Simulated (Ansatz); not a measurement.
## Ni: a changed input and its effect

System: Ni (Fm-3m, 1 atom in the cell).
Method of the first run: DFT PBE, scalar-relativistic, plane waves, PAW, spin-polarised (Ansatz 0.2.0).

The structure derives from an entry of the Crystallography Open Database. Text and figures count atoms from 1; the logs count them from 0 in places.

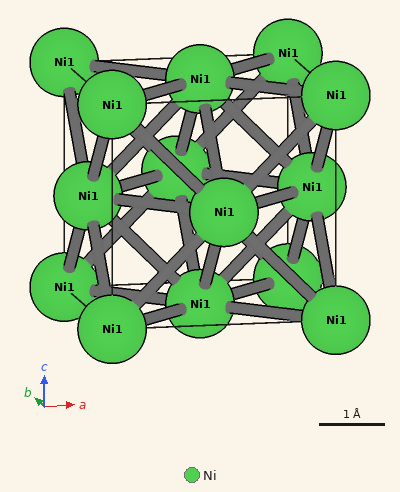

The structure as given in the input (ball-and-stick view of the cell 4 times as large as that of the calculation, set on its symmetry axes, seen slightly off an axis; atoms are numbered from 1 in the order of the input). Near neighbours in the crystal (not all of them lie inside the picture): Ni has 12 Ni at 2.51 Å.

Input file, the first run:
```yaml
crystal:
  lattice:
    - [0.0, 1.776657238, 1.776657238]
    - [1.776657238, 0.0, 1.776657238]
    - [1.776657238, 1.776657238, 0.0]
  atoms:
    - { symbol: Ni, position: [0.0, 0.0, 0.0], spin: 0.75 }
basis:
  ecutwfc: 420
kpoints:
  mp_grid: { grid: [20, 20, 20] }
hamiltonian:
  xc: pbe
scf:
  occupations: { method: gaussian, width: 0.1 }
output:
  forces: true
  stress: true
  eigenvalues: true
  populations: true
magnetization:
  spin_polarized: true
```

Command:
```bash
ansatz run input.yaml --threads 1 --pin off --max-ram 2560MiB --backend cpu --events-out ev --progress --plain --runs-dir out
```

Hardware: 1 thread of Intel Xeon @ 2.90GHz (Ice Lake), 192 GiB of memory available, shared host.

Output, shortened to warnings, some set-up lines, iterations and results (the first run):
```
Basis set: ecut = 420 eV, 229 PW (Γ), exchange–correlation on 36×36×36 points (8 copies of the dense FFT grid, shifted against one another)
Symmetry: 48 space group operations
k-points: 256 of 8000
Initial density: superposition of atomic densities (chi_scale 0.1, normalization cell)
[...]
SCF iter   1: F=—  HF=-5839.025871 eV  |F-HF|=—  |Δ(HF+E_count)|=         —  Δρ=8.85e-2 (↑1.04e-2 ↓8.85e-2)  dr2=5.87e-1  dr2_m=1.88e-1  M=0.874 μB ∫|m|=0.936 μB  β_m=0.30  …
SCF iter   2: F=—  HF=-5838.899293 eV  |F-HF|=—  |Δ(HF+E_count)|=   1.27e-1  Δρ=4.79e-2 (↑4.79e-2 ↓2.65e-2)  dr2=2.79e-1  dr2_m=1.69e-2  M=0.748 μB ∫|m|=0.816 μB  β_m=0.26  …
SCF iter   3: F=—  HF=-5839.105233 eV  |F-HF|=—  |Δ(HF+E_count)|=   2.06e-1  Δρ=2.23e-2 (↑2.23e-2 ↓1.03e-2)  dr2=2.38e-2  dr2_m=1.50e-2  M=0.752 μB ∫|m|=0.826 μB  β_m=0.52  …
SCF iter   4: F=—  HF=-5839.607796 eV  |F-HF|=—  |Δ(HF+E_count)|=   5.03e-1  Δρ=2.30e-2 (↑1.09e-2 ↓2.30e-2)  dr2=7.14e-2  dr2_m=5.30e-3  M=0.671 μB ∫|m|=0.758 μB  β_m=0.52  …
SCF iter   5: F=—  HF=-5839.715287 eV  |F-HF|=—  |Δ(HF+E_count)|=   1.07e-1  Δρ=6.08e-3 (↑1.51e-3 ↓6.08e-3)  dr2=3.53e-3  dr2_m=7.13e-4  M=0.648 μB ∫|m|=0.743 μB  β_m=0.68  …
SCF iter   6: F=—  HF=-5839.719566 eV  |F-HF|=—  |Δ(HF+E_count)|=   4.28e-3  Δρ=1.52e-3 (↑3.71e-4 ↓1.52e-3)  dr2=2.17e-4  dr2_m=4.36e-5  M=0.644 μB ∫|m|=0.740 μB  β_m=0.84  …
SCF iter   7: F=—  HF=-5839.719853 eV  |F-HF|=—  |Δ(HF+E_count)|=   2.86e-4  Δρ=3.83e-4 (↑1.40e-4 ↓3.83e-4)  dr2=1.78e-5  dr2_m=1.77e-6  M=0.643 μB ∫|m|=0.739 μB  β_m=0.87  …
SCF iter   8: F=—  HF=-5839.719859 eV  |F-HF|=—  |Δ(HF+E_count)|=   6.49e-6  Δρ=8.12e-5 (↑1.68e-5 ↓8.12e-5)  dr2=5.98e-7  dr2_m=1.28e-7  M=0.643 μB ∫|m|=0.739 μB  β_m=0.94  …
SCF iter   9: F=—  HF=-5839.719859 eV  |F-HF|=—  |Δ(HF+E_count)|=   1.20e-7  Δρ=1.48e-5 (↑3.40e-6 ↓1.48e-5)  dr2=2.03e-8  dr2_m=3.89e-9  M=0.643 μB ∫|m|=0.739 μB  β_m=0.97  …
SCF iter  10: F=-5839.719859 eV  HF=-5839.719859 eV  |F-HF|=8.35e-10  |Δ(HF+E_count)|=  5.52e-10  Δρ=2.43e-6 (↑1.52e-6 ↓2.43e-6)  dr2=1.05e-9  dr2_m=2.53e-11  M=0.643 μB …
SCF 1 converged in 10 iterations: F = -5839.719859 eV  dr2 = 1.05e-9
SCF converged after 10 iterations
Magnetization: 0.6425 μB (9.3213 up, 8.6787 down)
Absolute magnetization: 0.7395 μB (∫|ρ↑−ρ↓|, with the PAW one-centre terms)
Spin contamination: 0.0077 ħ² per cell (⟨S²⟩ above its minimum at these occupations)
Per-site moments (μB) at R_I (Å): [(0.6831604204195466, 1.0364362641880185)]
Free energy (F): -5839.719859 eV
Harris-Foulkes:  -5839.719859 eV  (|F-HF|=8.35e-10)
Internal energy: -5839.711044 eV  (E = F + TS)
E sigma→0 (E₀):  -5839.715452 eV
Entropy (-TS):   -0.008815 eV (-8.815 meV/atom)
Fermi energy:    17.506481 eV
--- Per-component energies (eV) ---
  E_band       = -295.480178
  E_kinetic    = 281.510577
  E_local      = -3487.060665  (includes V_loc(G=0)·N_el)
  E_nonlocal   = 635.830720
  E_hartree    = 1454.361994
  E_xc         = -84.494918
  E_vxc        = -108.934282  (∫ρ·V_xc dr)
  E_paw        = -1629.908031  (= ΣΔE_a)
  E_vpaw       = -525.553418  (= ΣTr[D̂ρ^β])
  E_aug_tail   = 0.000409  (compensation charges beyond the density's cutoff)
  E_ewald      = -3009.951131
  E_smearing   = -0.008815  (= −TS)
  E_closure    = 0.000000  (closes the sum)
  Σ components = -5839.719859   (vs F -5839.719859, Δ=0.00e0)
--- Forces (eV/Å), atoms counted from 1 ---
  atom   1  Ni    -0.00000000    -0.00000000     0.00000000
  max |Σ_I F_I| component: 1.23e-31 eV/Å
--- Stress (GPa, compression-positive) ---
       -5.489827      -0.000000       0.000000
        0.000000      -5.489827       0.000000
        0.000000      -0.000000      -5.489827
  P = ⅓ Tr σ = -5.4898 GPa (-54.898 kbar)
--- Löwdin populations: 1 site ---
  site symbol       q [e]    m [muB]
     0     Ni     17.7787     0.6744
  spilling = 0.012296 (of n_electrons = 18.000000)
```

The input of the second run differs as follows (lines with − go, lines with + come):
```diff
-    - [0.0, 1.776657238, 1.776657238]
-    - [1.776657238, 0.0, 1.776657238]
-    - [1.776657238, 1.776657238, 0.0]
+    - [0.0, 1.7414666131, 1.7414666131]
+    - [1.7414666131, 0.0, 1.7414666131]
+    - [1.7414666131, 1.7414666131, 0.0]
```

What does this change do to the results?

With the same functional and potentials, the second run lies 0.7 meV per atom higher. The pressure goes from −5.49 to 6.56 GPa. The volume per atom goes from 11.22 to 10.56 Å³. The cell is scaled evenly with the atoms at fixed fractional positions, so −ΔP/Δ ln V estimates the bulk modulus midway between the two volumes: about 200 GPa. The SCF takes 11 iterations against 10. The plane waves at Γ go from 229 to 181.

Output, shortened to warnings, some set-up lines, iterations and results (the second run):
```
Basis set: ecut = 420 eV, 181 PW (Γ), exchange–correlation on 36×36×36 points (8 copies of the dense FFT grid, shifted against one another)
Symmetry: 48 space group operations
k-points: 256 of 8000
Initial density: superposition of atomic densities (chi_scale 0.1, normalization cell)
[...]
SCF iter   1: F=—  HF=-5839.000779 eV  |F-HF|=—  |Δ(HF+E_count)|=         —  Δρ=9.85e-2 (↑1.67e-2 ↓9.85e-2)  dr2=8.03e-1  dr2_m=1.76e-1  M=0.864 μB ∫|m|=0.922 μB  β_m=0.30  …
SCF iter   2: F=—  HF=-5838.808621 eV  |F-HF|=—  |Δ(HF+E_count)|=   1.92e-1  Δρ=4.74e-2 (↑4.74e-2 ↓3.51e-2)  dr2=3.25e-1  dr2_m=7.80e-3  M=0.711 μB ∫|m|=0.774 μB  β_m=0.25  …
SCF iter   3: F=—  HF=-5839.018209 eV  |F-HF|=—  |Δ(HF+E_count)|=   2.10e-1  Δρ=1.95e-2 (↑1.95e-2 ↓1.17e-2)  dr2=2.60e-2  dr2_m=7.26e-3  M=0.715 μB ∫|m|=0.782 μB  β_m=0.47  …
SCF iter   4: F=—  HF=-5839.536430 eV  |F-HF|=—  |Δ(HF+E_count)|=   5.18e-1  Δρ=1.96e-2 (↑1.43e-2 ↓1.96e-2)  dr2=6.51e-2  dr2_m=1.72e-3  M=0.666 μB ∫|m|=0.743 μB  β_m=0.39  …
SCF iter   5: F=—  HF=-5839.719204 eV  |F-HF|=—  |Δ(HF+E_count)|=   1.83e-1  Δρ=4.70e-3 (↑4.02e-3 ↓4.70e-3)  dr2=5.89e-4  dr2_m=1.64e-3  M=0.637 μB ∫|m|=0.726 μB  β_m=0.46  …
SCF iter   6: F=—  HF=-5839.718470 eV  |F-HF|=—  |Δ(HF+E_count)|=   7.35e-4  Δρ=3.20e-3 (↑9.30e-4 ↓3.20e-3)  dr2=4.12e-4  dr2_m=3.84e-4  M=0.636 μB ∫|m|=0.724 μB  β_m=0.73  …
SCF iter   7: F=—  HF=-5839.719048 eV  |F-HF|=—  |Δ(HF+E_count)|=   5.78e-4  Δρ=2.08e-3 (↑6.53e-4 ↓2.08e-3)  dr2=1.54e-4  dr2_m=1.71e-4  M=0.635 μB ∫|m|=0.723 μB  β_m=0.87  …
SCF iter   8: F=—  HF=-5839.719109 eV  |F-HF|=—  |Δ(HF+E_count)|=   6.10e-5  Δρ=4.26e-4 (↑2.73e-4 ↓4.26e-4)  dr2=3.11e-5  dr2_m=6.70e-7  M=0.634 μB ∫|m|=0.722 μB  β_m=0.93  …
SCF iter   9: F=—  HF=-5839.719121 eV  |F-HF|=—  |Δ(HF+E_count)|=   1.23e-5  Δρ=2.59e-4 (↑7.99e-5 ↓2.59e-4)  dr2=6.80e-6  dr2_m=8.97e-7  M=0.634 μB ∫|m|=0.722 μB  β_m=0.92  …
SCF iter  10: F=—  HF=-5839.719121 eV  |F-HF|=—  |Δ(HF+E_count)|=   9.67e-9  Δρ=1.91e-5 (↑4.56e-6 ↓1.91e-5)  dr2=3.22e-8  dr2_m=5.65e-9  M=0.634 μB ∫|m|=0.722 μB  β_m=0.96  …
SCF iter  11: F=-5839.719121 eV  HF=-5839.719121 eV  |F-HF|=1.61e-9  |Δ(HF+E_count)|=   3.19e-9  Δρ=4.37e-6 (↑1.45e-6 ↓4.37e-6)  dr2=2.18e-9  dr2_m=2.22e-10  M=0.634 μB …
SCF 1 converged in 11 iterations: F = -5839.719121 eV  dr2 = 2.18e-9
SCF converged after 11 iterations
Magnetization: 0.6337 μB (9.3168 up, 8.6832 down)
Absolute magnetization: 0.7227 μB (∫|ρ↑−ρ↓|, with the PAW one-centre terms)
Spin contamination: 0.0067 ħ² per cell (⟨S²⟩ above its minimum at these occupations)
Per-site moments (μB) at R_I (Å): [(0.6716304201848806, 1.0159073523497084)]
Free energy (F): -5839.719121 eV
Harris-Foulkes:  -5839.719121 eV  (|F-HF|=1.61e-9)
Internal energy: -5839.710863 eV  (E = F + TS)
E sigma→0 (E₀):  -5839.714992 eV
Entropy (-TS):   -0.008257 eV (-8.257 meV/atom)
Fermi energy:    18.875741 eV
--- Per-component energies (eV) ---
  E_band       = -273.188446
  E_kinetic    = 282.695055
  E_local      = -3387.917567  (includes V_loc(G=0)·N_el)
  E_nonlocal   = 635.201857
  E_hartree    = 1415.500819
  E_xc         = -85.114658
  E_vxc        = -109.777461  (∫ρ·V_xc dr)
  E_paw        = -1629.302330  (= ΣΔE_a)
  E_vpaw       = -524.396088  (= ΣTr[D̂ρ^β])
  E_aug_tail   = 0.000573  (compensation charges beyond the density's cutoff)
  E_ewald      = -3070.774612
  E_smearing   = -0.008257  (= −TS)
  E_closure    = 0.000000  (closes the sum)
  Σ components = -5839.719121   (vs F -5839.719121, Δ=0.00e0)
--- Forces (eV/Å), atoms counted from 1 ---
  atom   1  Ni    -0.00000000     0.00000000    -0.00000000
  max |Σ_I F_I| component: 1.56e-31 eV/Å
--- Stress (GPa, compression-positive) ---
        6.563711      -0.000000      -0.000000
       -0.000000       6.563711      -0.000000
       -0.000000       0.000000       6.563711
  P = ⅓ Tr σ = 6.5637 GPa (65.637 kbar)
--- Löwdin populations: 1 site ---
  site symbol       q [e]    m [muB]
     0     Ni     17.7792     0.6633
  spilling = 0.012268 (of n_electrons = 18.000000)
```

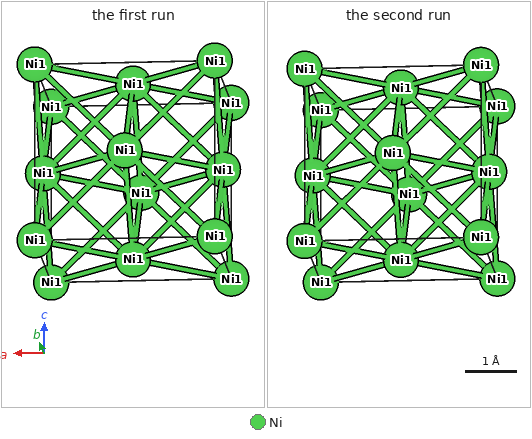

The two input geometries at one scale (ball-and-stick view of the cell 4 times as large as that of the calculation, set on its symmetry axes, seen at an oblique angle). No atom moves by more than 0.005 Å relative to the cell. The volume changes by −5.8 %, with a = b = c 3.553 → 3.483 Å (−2.0 %). Among the contacts that change: Ni1–Ni1 2.513 → 2.463 Å.

The two runs side by side:

```tsv
quantity	the first run	the second run
outcome	converged	converged
free energy per atom (eV)	−5839.7199	−5839.7191
energy per atom, smearing taken to zero (eV)	−5839.7155	−5839.7150
gap on the mesh (eV)	0.00	0.00
net moment of the cell (μB)	0.64	0.63
absolute moment of the cell (μB)	0.74	0.72
pressure (GPa)	−5.49	6.56
volume per atom (Å³)	11.22	10.56
largest force (eV/Å)	0.000	0.000
SCF iterations	10	11
irreducible k-points	256	256
plane waves at Γ	229	181
wall time (shared host)	9.5 s	9.4 s
```

For the first run: The cell is under a tension of 5.5 GPa at this level, so it is not at its equilibrium volume. For the second run: The cell is under a pressure of 6.6 GPa at this level, so it is not at its equilibrium volume.
